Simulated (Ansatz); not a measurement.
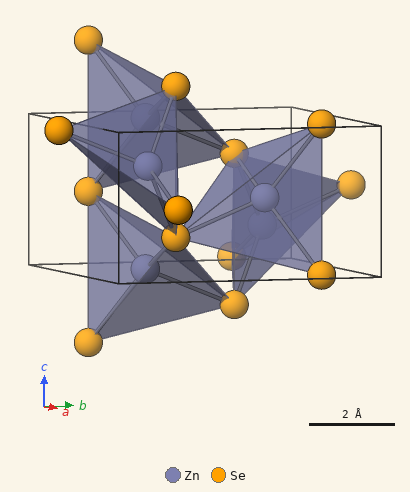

**Figure 1.** The input geometry (polyhedral view of the cell of the calculation, seen at an oblique angle; polyhedra are completed across the faces of the cell).

ZnSe: geometry relaxation (part 1 of 2)

ZnSe (P4₁2₁2, 8 atoms in the cell), computed with DFT PBE, scalar-relativistic, plane waves, PAW, no spin polarisation (Ansatz 0.2.0).

The structure was made by a generator, so it may or may not be a known phase.

The program's output
```
Engine: ansatz 0.2.0, aarch64-unknown-linux-gnu
Pseudopotentials: kind: paw
Pseudopotential: Zn, paw, valence charge 12, recommended cutoff 420 eV (normal), Zn.paw.azcp
Pseudopotential: Se, paw, valence charge 16, recommended cutoff 420 eV (normal), Se.paw.azcp
Functional definition: PBE
  parameter kappa = 0.804
  parameter beta = 0.06672455060314922
  exchange = pbe_x(kappa = kappa, mu = beta*pi^2/3)
  correlation = pbe_c(beta = beta)
Crystal: 8 atoms, lattice volume = 152.650 Å³
Basis set: ecut = 420 eV, 2983 PW (Γ), exchange–correlation on 90×90×48 points (8 copies of the dense FFT grid, shifted against one another)
Bands: 68, of which v1, the nominal top of the filled ones, is band 56 counted from 1 (55 counted from 0)
Symmetry: 8 space group operations
Space group: P41212 (ITA 92), of the structure as read, at distance tolerance 5.3e-5 Å
k-points: 24 of 96
Non-local potential: Zn, projectors of the file, l = 0: 2, l = 1: 2, l = 2: 3, l = 3: 1
Non-local potential: Se, projectors of the file, l = 0: 2, l = 1: 2, l = 2: 3, l = 3: 1
PAW form: soft (Blöchl's): semilocal exchange-correlation on the pseudo side does not see the compensation charge
PAW one-centre angular grid: Zn, 590 points (default); XC on 64 Gauss nodes
PAW one-centre angular grid: Se, 590 points (default); XC on 64 Gauss nodes
Initial density: superposition of atomic densities (neutral atoms: chi_scale 0, normalization atom), corrected by the library's trained network
Initial wavefunctions: pseudopotential atomic-orbital guess
Functional: x = pbe(κ = 0.804, μ = 0.2195149727645171), c = pbe(β = 0.06672455060314922)
SCF iter   1: F=—  HF=-35155.078870 eV  |F-HF|=—  |Δ(HF+E_count)|=         —  Δρ=1.70e-3  dr2=3.07e-3  ethr=1.77e-3  ⟨swp⟩=6.5  Hψ=6660  notcnv=0  defer=13
preconditioner: auto → Resta (q_TF=auto, 2.591 Å⁻¹)  ε∞=5.7  [insulator: Δε(μ)=1.604 eV  Ē_g=11.703 eV  σ=0.100 eV  W_gap=1.00  n_scr=38 (ndim 8)  ℏωp=25.5 eV  f_vac=0.084  D(μ)=0.00/eV (n_scr^D=0)  ε∞_Penn≈5.7]
SCF iter   2: F=—  HF=-35155.078455 eV  |F-HF|=—  |Δ(HF+E_count)|=   4.15e-4  Δρ=9.63e-4  dr2=1.38e-3  ethr=2.74e-6  ⟨swp⟩=2.0  Hψ=2754  notcnv=0  defer=18
SCF iter   3: F=—  HF=-35155.078485 eV  |F-HF|=—  |Δ(HF+E_count)|=   2.91e-5  Δρ=5.63e-4  dr2=2.90e-4  ethr=1.23e-6  ⟨swp⟩=2.2  Hψ=2767  notcnv=0  defer=18
SCF iter   4: F=—  HF=-35155.078387 eV  |F-HF|=—  |Δ(HF+E_count)|=   9.78e-5  Δρ=1.58e-4  dr2=2.65e-5  ethr=2.59e-7  ⟨swp⟩=2.0  Hψ=2355  notcnv=0  defer=18
SCF iter   5: F=—  HF=-35155.078338 eV  |F-HF|=—  |Δ(HF+E_count)|=   4.90e-5  Δρ=7.14e-5  dr2=5.91e-6  ethr=2.36e-8  ⟨swp⟩=2.0  Hψ=2837  notcnv=0  defer=18
SCF iter   6: F=—  HF=-35155.078336 eV  |F-HF|=—  |Δ(HF+E_count)|=   2.14e-6  Δρ=2.52e-5  dr2=1.16e-6  ethr=5.28e-9  ⟨swp⟩=2.0  Hψ=2837  notcnv=0  defer=18
SCF iter   7: F=—  HF=-35155.078336 eV  |F-HF|=—  |Δ(HF+E_count)|=   5.55e-7  Δρ=6.94e-6  dr2=1.06e-7  ethr=1.04e-9  ⟨swp⟩=2.0  Hψ=2357  notcnv=0  defer=18
SCF iter   8: F=-35155.078336 eV  HF=-35155.078336 eV  |F-HF|=1.72e-9  |Δ(HF+E_count)|=   5.60e-8  Δρ=2.19e-6  dr2=7.89e-9  ethr=8.93e-11  ⟨swp⟩=8.8  Hψ=7545  notcnv=0
SCF 1 converged in 8 iterations: F = -35155.078336 eV  dr2 = 7.89e-9
  greatest PAW one-centre occupation: 1.000 electrons in one spin orbital (limit 2), on the Se atom at site 5 (counted from 0), in its partial waves of l = 2
relax step   1: F+E_penalty+E_count = -35155.07833616 eV  Δ(F+E_penalty+E_count) = +0.000e0 eV  max|allowed force component| = 1.551e-1 eV/Å  Δτ_max = 0.0000 Å  P = +17.497 GPa  Ω = 152.650 Å³  (8 SCF iters, dr2 threshold 1.00e-7 eV, accepted)
Crystal: 8 atoms, lattice volume = 169.733 Å³
Basis set: ecut = 420 eV, 3333 PW (Γ), exchange–correlation on 90×90×48 points (8 copies of the dense FFT grid, shifted against one another)
Initial density: handed on by an earlier stage of this run
Initial wavefunctions: those handed on with the density
iter 1 solved again at ethr=2.23e-5 eV; its pass at ethr=3.10e-3 eV (dr2=2.50e-2 eV) is discarded
SCF iter   1: F=—  HF=-35156.324047 eV  |F-HF|=—  |Δ(HF+E_count)|=         —  Δρ=4.03e-3  dr2=2.52e-2  ethr=2.23e-5  ⟨swp⟩=1.8  Hψ=8899  notcnv=0
preconditioner: auto → Resta (q_TF=auto, 2.546 Å⁻¹)  ε∞=5.7  [insulator: Δε(μ)=1.044 eV  Ē_g=11.152 eV  σ=0.100 eV  W_gap=1.00  n_scr=46 (ndim 8)  ℏωp=24.2 eV  f_vac=0.102  D(μ)=0.00/eV (n_scr^D=0)  ε∞_Penn≈5.7]
SCF iter   2: F=—  HF=-35156.320850 eV  |F-HF|=—  |Δ(HF+E_count)|=   3.20e-3  Δρ=2.56e-3  dr2=1.10e-2  ethr=2.23e-5  ⟨swp⟩=1.0  Hψ=1632  notcnv=0
SCF iter   3: F=—  HF=-35156.320020 eV  |F-HF|=—  |Δ(HF+E_count)|=   8.31e-4  Δρ=5.11e-4  dr2=7.01e-4  ethr=9.84e-6  ⟨swp⟩=2.0  Hψ=2494  notcnv=0
SCF iter   4: F=—  HF=-35156.320085 eV  |F-HF|=—  |Δ(HF+E_count)|=   6.50e-5  Δρ=3.25e-4  dr2=2.30e-4  ethr=6.26e-7  ⟨swp⟩=2.0  Hψ=2976  notcnv=0
SCF iter   5: F=—  HF=-35156.320260 eV  |F-HF|=—  |Δ(HF+E_count)|=   1.75e-4  Δρ=2.22e-4  dr2=8.94e-5  ethr=2.05e-7  ⟨swp⟩=2.0  Hψ=2409  notcnv=0
SCF iter   6: F=—  HF=-35156.320262 eV  |F-HF|=—  |Δ(HF+E_count)|=   1.79e-6  Δρ=7.01e-5  dr2=1.63e-5  ethr=7.98e-8  ⟨swp⟩=2.0  Hψ=2976  notcnv=0
SCF iter   7: F=—  HF=-35156.320285 eV  |F-HF|=—  |Δ(HF+E_count)|=   2.31e-5  Δρ=2.44e-5  dr2=1.87e-6  ethr=1.46e-8  ⟨swp⟩=2.0  Hψ=2496  notcnv=0
SCF iter   8: F=-35156.320288 eV  HF=-35156.320288 eV  |F-HF|=1.86e-7  |Δ(HF+E_count)|=   3.25e-6  Δρ=1.04e-5  dr2=2.70e-7  ethr=7.14e-10  ⟨swp⟩=7.1  Hψ=7386  notcnv=0
SCF 2 converged in 8 iterations: F = -35156.320288 eV  dr2 = 2.70e-7
  greatest PAW one-centre occupation: 1.000 electrons in one spin orbital (limit 2), on the Se atom at site 7 (counted from 0), in its partial waves of l = 2
relax step   2: F+E_penalty+E_count = -35156.32028839 eV  Δ(F+E_penalty+E_count) = -1.242e0 eV  max|allowed force component| = 8.561e-2 eV/Å  Δτ_max = 0.0132 Å  P = +6.184 GPa  Ω = 169.733 Å³  energy of the carried Pulay correction = -8.183e-3 eV  (8 SCF iters, dr2 threshold 8.00e-7 eV, accepted)
Crystal: 8 atoms, lattice volume = 181.325 Å³
Basis set: ecut = 420 eV, 3537 PW (Γ), exchange–correlation on 90×90×48 points (8 copies of the dense FFT grid, shifted against one another)
iter 1 solved again at ethr=1.00e-5 eV; its pass at ethr=3.10e-3 eV (dr2=1.12e-2 eV) is discarded
SCF iter   1: F=—  HF=-35156.581180 eV  |F-HF|=—  |Δ(HF+E_count)|=         —  Δρ=2.42e-3  dr2=1.04e-2  ethr=1.00e-5  ⟨swp⟩=2.1  Hψ=8726  notcnv=0
preconditioner: auto → Resta (q_TF=auto, 2.518 Å⁻¹)  ε∞=5.7  [insulator: Δε(μ)=0.781 eV  Ē_g=10.849 eV  σ=0.100 eV  W_gap=1.00  n_scr=46 (ndim 8)  ℏωp=23.4 eV  f_vac=0.109  D(μ)=0.00/eV (n_scr^D=0)  ε∞_Penn≈5.7]
SCF iter   2: F=—  HF=-35156.579598 eV  |F-HF|=—  |Δ(HF+E_count)|=   1.58e-3  Δρ=1.59e-3  dr2=3.67e-3  ethr=9.28e-6  ⟨swp⟩=2.0  Hψ=2400  notcnv=0
SCF iter   3: F=—  HF=-35156.579880 eV  |F-HF|=—  |Δ(HF+E_count)|=   2.83e-4  Δρ=8.11e-4  dr2=1.04e-3  ethr=3.28e-6  ⟨swp⟩=2.0  Hψ=2400  notcnv=0
SCF iter   4: F=—  HF=-35156.579379 eV  |F-HF|=—  |Δ(HF+E_count)|=   5.01e-4  Δρ=2.17e-4  dr2=1.30e-4  ethr=9.29e-7  ⟨swp⟩=2.0  Hψ=2400  notcnv=0
SCF iter   5: F=—  HF=-35156.579488 eV  |F-HF|=—  |Δ(HF+E_count)|=   1.09e-4  Δρ=6.06e-5  dr2=1.38e-5  ethr=1.16e-7  ⟨swp⟩=2.0  Hψ=2496  notcnv=0
SCF iter   6: F=—  HF=-35156.579507 eV  |F-HF|=—  |Δ(HF+E_count)|=   1.89e-5  Δρ=2.65e-5  dr2=2.92e-6  ethr=1.23e-8  ⟨swp⟩=2.0  Hψ=2976  notcnv=0
SCF iter   7: F=-35156.579511 eV  HF=-35156.579510 eV  |F-HF|=8.65e-7  |Δ(HF+E_count)|=   3.05e-6  Δρ=1.32e-5  dr2=5.67e-7  ethr=7.14e-10  ⟨swp⟩=7.4  Hψ=8450  notcnv=0
SCF 3 converged in 7 iterations: F = -35156.579511 eV  dr2 = 5.67e-7
  greatest PAW one-centre occupation: 1.000 electrons in one spin orbital (limit 2), on the Se atom at site 4 (counted from 0), in its partial waves of l = 2
relax step   3: F+E_penalty+E_count = -35156.57951083 eV  Δ(F+E_penalty+E_count) = -2.592e-1 eV  max|allowed force component| = 3.779e-2 eV/Å  Δτ_max = 0.0149 Å  P = +1.457 GPa  Ω = 181.325 Å³  energy of the carried Pulay correction = -1.326e-2 eV  (7 SCF iters, dr2 threshold 8.00e-7 eV, accepted)
Crystal: 8 atoms, lattice volume = 186.073 Å³
Basis set: ecut = 420 eV, 3681 PW (Γ), exchange–correlation on 90×90×48 points (8 copies of the dense FFT grid, shifted against one another)
iter 1 solved again at ethr=1.49e-6 eV; its pass at ethr=3.10e-3 eV (dr2=1.67e-3 eV) is discarded
SCF iter   1: F=—  HF=-35156.597479 eV  |F-HF|=—  |Δ(HF+E_count)|=         —  Δρ=8.49e-4  dr2=1.72e-3  ethr=1.49e-6  ⟨swp⟩=2.1  Hψ=8804  notcnv=0
preconditioner: auto → Resta (q_TF=auto, 2.507 Å⁻¹)  ε∞=5.6  [insulator: Δε(μ)=0.632 eV  Ē_g=10.748 eV  σ=0.100 eV  W_gap=1.00  n_scr=46 (ndim 8)  ℏωp=23.1 eV  f_vac=0.110  D(μ)=0.00/eV (n_scr^D=0)  ε∞_Penn≈5.6]
SCF iter   2: F=—  HF=-35156.597175 eV  |F-HF|=—  |Δ(HF+E_count)|=   3.04e-4  Δρ=6.15e-4  dr2=6.34e-4  ethr=1.49e-6  ⟨swp⟩=2.2  Hψ=2446  notcnv=0
SCF iter   3: F=—  HF=-35156.597207 eV  |F-HF|=—  |Δ(HF+E_count)|=   3.16e-5  Δρ=3.25e-4  dr2=2.07e-4  ethr=5.66e-7  ⟨swp⟩=2.0  Hψ=2818  notcnv=0
SCF iter   4: F=—  HF=-35156.597112 eV  |F-HF|=—  |Δ(HF+E_count)|=   9.49e-5  Δρ=8.08e-5  dr2=2.32e-5  ethr=1.85e-7  ⟨swp⟩=2.7  Hψ=3320  notcnv=0
SCF iter   5: F=—  HF=-35156.597127 eV  |F-HF|=—  |Δ(HF+E_count)|=   1.46e-5  Δρ=3.43e-5  dr2=3.83e-6  ethr=2.07e-8  ⟨swp⟩=2.0  Hψ=2976  notcnv=0
SCF iter   6: F=—  HF=-35156.597126 eV  |F-HF|=—  |Δ(HF+E_count)|=   4.00e-7  Δρ=1.72e-5  dr2=1.21e-6  ethr=3.42e-9  ⟨swp⟩=2.0  Hψ=2976  notcnv=0
SCF iter   7: F=-35156.597129 eV  HF=-35156.597129 eV  |F-HF|=1.82e-7  |Δ(HF+E_count)|=   2.24e-6  Δρ=5.95e-6  dr2=1.11e-7  ethr=7.14e-10  ⟨swp⟩=6.9  Hψ=7252  notcnv=0
SCF 4 converged in 7 iterations: F = -35156.597129 eV  dr2 = 1.11e-7
  greatest PAW one-centre occupation: 1.000 electrons in one spin orbital (limit 2), on the Se atom at site 6 (counted from 0), in its partial waves of l = 2
relax step   4: F+E_penalty+E_count = -35156.59712869 eV  Δ(F+E_penalty+E_count) = -1.762e-2 eV  max|allowed force component| = 1.077e-2 eV/Å  Δτ_max = 0.0010 Å  P = -0.182 GPa  Ω = 186.073 Å³  energy of the carried Pulay correction = -1.524e-2 eV  (7 SCF iters, dr2 threshold 8.00e-7 eV, accepted)
Crystal: 8 atoms, lattice volume = 185.731 Å³
Basis set: ecut = 420 eV, 3673 PW (Γ), exchange–correlation on 90×90×48 points (8 copies of the dense FFT grid, shifted against one another)
iter 1 solved again at ethr=3.24e-7 eV; its pass at ethr=3.10e-3 eV (dr2=3.63e-4 eV) is discarded
SCF iter   1: F=—  HF=-35156.598625 eV  |F-HF|=—  |Δ(HF+E_count)|=         —  Δρ=6.75e-4  dr2=3.23e-4  ethr=3.24e-7  ⟨swp⟩=3.0  Hψ=8411  notcnv=0
preconditioner: auto → Resta (q_TF=auto, 2.508 Å⁻¹)  ε∞=5.6  [insulator: Δε(μ)=0.662 eV  Ē_g=10.772 eV  σ=0.100 eV  W_gap=1.00  n_scr=46 (ndim 8)  ℏωp=23.1 eV  f_vac=0.109  D(μ)=0.00/eV (n_scr^D=0)  ε∞_Penn≈5.6]
SCF iter   2: F=—  HF=-35156.598544 eV  |F-HF|=—  |Δ(HF+E_count)|=   8.11e-5  Δρ=3.36e-4  dr2=8.02e-5  ethr=2.89e-7  ⟨swp⟩=2.4  Hψ=2339  notcnv=0
SCF iter   3: F=—  HF=-35156.598526 eV  |F-HF|=—  |Δ(HF+E_count)|=   1.81e-5  Δρ=4.74e-5  dr2=4.88e-6  ethr=7.17e-8  ⟨swp⟩=3.0  Hψ=3611  notcnv=0
SCF iter   4: F=—  HF=-35156.598526 eV  |F-HF|=—  |Δ(HF+E_count)|=   2.75e-9  Δρ=3.31e-5  dr2=1.64e-6  ethr=4.36e-9  ⟨swp⟩=2.0  Hψ=2976  notcnv=0
SCF iter   5: F=-35156.598525 eV  HF=-35156.598526 eV  |F-HF|=2.66e-7  |Δ(HF+E_count)|=   3.71e-7  Δρ=1.10e-5  dr2=1.97e-7  ethr=4.52e-10  ⟨swp⟩=3.1  Hψ=6818  notcnv=0
SCF 5 converged in 5 iterations: F = -35156.598525 eV  dr2 = 1.97e-7
relax step   5: F+E_penalty+E_count = -35156.59852535 eV  Δ(F+E_penalty+E_count) = -1.397e-3 eV  max|allowed force component| = 9.651e-3 eV/Å  Δτ_max = 0.0057 Å  P = -0.027 GPa  Ω = 185.731 Å³  energy of the carried Pulay correction = -1.510e-2 eV  (5 SCF iters, dr2 threshold 5.06e-7 eV, accepted)
Basis set: ecut = 420 eV, 3673 PW (Γ), exchange–correlation on 96×96×54 points (8 copies of the dense FFT grid, shifted against one another)
Initial wavefunctions: pseudopotential atomic-orbital guess (no wavefunctions were taken with the density)
iter 1 solved again at ethr=3.64e-7 eV; its pass at ethr=3.10e-3 eV (dr2=4.08e-4 eV) is discarded
SCF iter   1: F=—  HF=-35156.539483 eV  |F-HF|=—  |Δ(HF+E_count)|=         —  Δρ=1.84e-3  dr2=2.21e-4  ethr=3.64e-7  ⟨swp⟩=2.3  Hψ=9831  notcnv=0
preconditioner: auto → Resta (q_TF=auto, 2.508 Å⁻¹)  ε∞=5.6  [insulator: Δε(μ)=0.668 eV  Ē_g=10.777 eV  σ=0.100 eV  W_gap=1.00  n_scr=46 (ndim 8)  ℏωp=23.1 eV  f_vac=0.109  D(μ)=0.00/eV (n_scr^D=0)  ε∞_Penn≈5.6]
SCF iter   2: F=—  HF=-35156.593683 eV  |F-HF|=—  |Δ(HF+E_count)|=   5.42e-2  Δρ=9.35e-4  dr2=6.14e-5  ethr=1.97e-7  ⟨swp⟩=2.0  Hψ=2496  notcnv=0
SCF iter   3: F=—  HF=-35156.614162 eV  |F-HF|=—  |Δ(HF+E_count)|=   2.05e-2  Δρ=1.45e-4  dr2=3.52e-6  ethr=5.48e-8  ⟨swp⟩=2.0  Hψ=2497  notcnv=0
SCF iter   4: F=—  HF=-35156.614593 eV  |F-HF|=—  |Δ(HF+E_count)|=   4.31e-4  Δρ=4.74e-5  dr2=1.44e-6  ethr=3.14e-9  ⟨swp⟩=2.0  Hψ=2976  notcnv=0
SCF iter   5: F=—  HF=-35156.614621 eV  |F-HF|=—  |Δ(HF+E_count)|=   2.82e-5  Δρ=1.72e-5  dr2=3.67e-7  ethr=1.28e-9  ⟨swp⟩=2.0  Hψ=2375  notcnv=0
SCF iter   6: F=—  HF=-35156.614625 eV  |F-HF|=—  |Δ(HF+E_count)|=   4.55e-6  Δρ=7.99e-6  dr2=1.25e-7  ethr=3.27e-10  ⟨swp⟩=3.0  Hψ=2976  notcnv=0
SCF iter   7: F=—  HF=-35156.614627 eV  |F-HF|=—  |Δ(HF+E_count)|=   1.02e-6  Δρ=1.78e-6  dr2=1.08e-8  ethr=1.11e-10  ⟨swp⟩=2.0  Hψ=2470  notcnv=0
SCF iter   8: F=-35156.614627 eV  HF=-35156.614627 eV  |F-HF|=5.48e-9  |Δ(HF+E_count)|=   1.97e-8  Δρ=8.61e-7  dr2=1.01e-9  ethr=4.57e-12  ⟨swp⟩=4.2  Hψ=5356  notcnv=0
SCF 6 converged in 8 iterations: F = -35156.614627 eV  dr2 = 1.01e-9
relax step   6: F+E_penalty+E_count = -35156.61462654 eV  Δ(F+E_penalty+E_count) = -1.610e-2 eV  max|allowed force component| = 9.685e-3 eV/Å  Δτ_max = 0.0000 Å  P = +0.003 GPa  Ω = 185.731 Å³  stress off target by 7.05e-2 GPa  SCF on the basis re-selected at this cell (its energy is not comparable with the rows above)  (8 SCF iters)
```

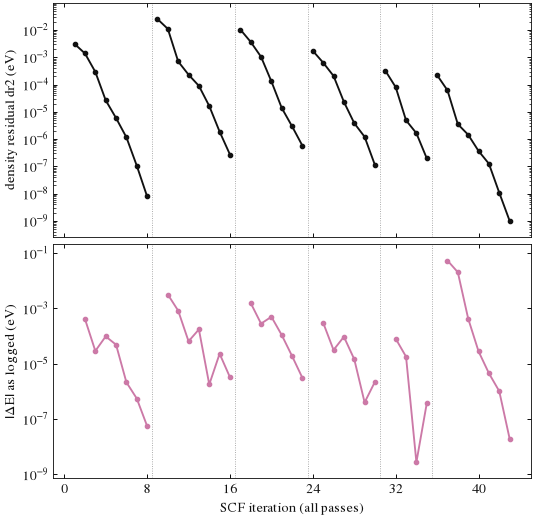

**Figure 2.** Convergence of the self-consistent field: density residual dr2 and size of the energy change against the SCF iteration. The dotted lines part the SCF passes of the relaxation: geometry steps, rejected trials and re-solves on a re-selected basis. The 6 passes take 5 to 8 iterations each, 43 in all.

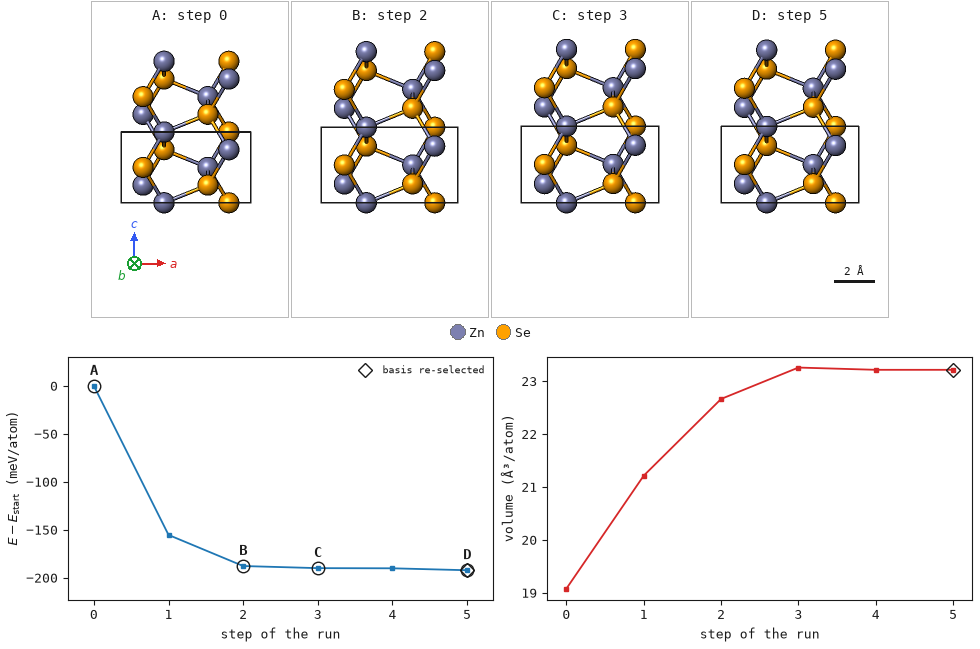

**Figure 3.** Frames of the relaxation (ball-and-stick view of the cell of the calculation, repeated 1 × 1 × 2, along the b axis) above the curves, on which the letters mark them (the first geometry is step 0 here and step 1 in the log).
